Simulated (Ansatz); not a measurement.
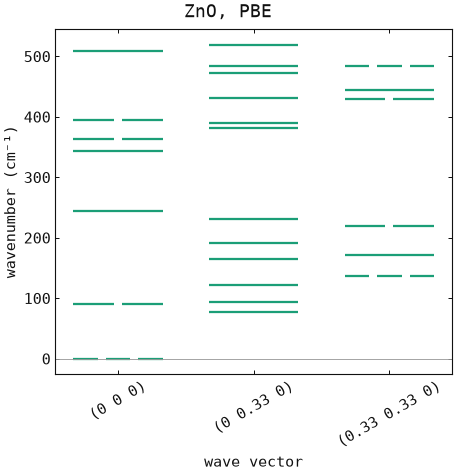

The figure shows the phonon frequencies at several wave vectors (in fractions of the reciprocal vectors of the given cell) for ZnO, space group P6_3mc (No. 186) (cell built by us, not taken from a database). Imaginary frequencies are drawn as negative.

Starting cell:
```yaml
crystal:
  lattice:
    - [3.27955, 0.00000, 0.00000]
    - [-1.63978, 2.84018, 0.00000]
    - [0.00000, 0.00000, 5.29344]
  atoms:
    - { symbol: Zn, position: [0.33333, 0.66667, 0.81046] }
    - { symbol: Zn, position: [0.66667, 0.33333, 0.31046] }
    - { symbol: O, position: [0.66667, 0.33333, 0.68955] }
    - { symbol: O, position: [0.33333, 0.66667, 0.18955] }
```

Method: harmonic phonon frequencies at the irreducible points of a q mesh with atoms at rest in the given cell, q in fractions of the reciprocal cell vectors, no long-range term at q = 0, imaginary frequencies are negative, the first points where there are many; plane waves with PAW datasets (Ansatz 0.2.0). Level: PBE, no spin polarisation.

```tsv
setting	value
wave cutoff	420 eV
k mesh	9×9×6
occupations	fixed
pressure	0 GPa
phonon method	linear response
q mesh	3×3×1
```

Is the structure dynamically stable by these modes?

No frequency is imaginary, so the structure is stable to these displacements at the wave vectors computed.

Where does the highest mode lie?

The highest mode among the wave vectors computed lies at 519.3 cm⁻¹, at (0 0.33 0) (at the zone centre itself the field of polar modes is left out).

Keep in mind: field response not converged on the k mesh.
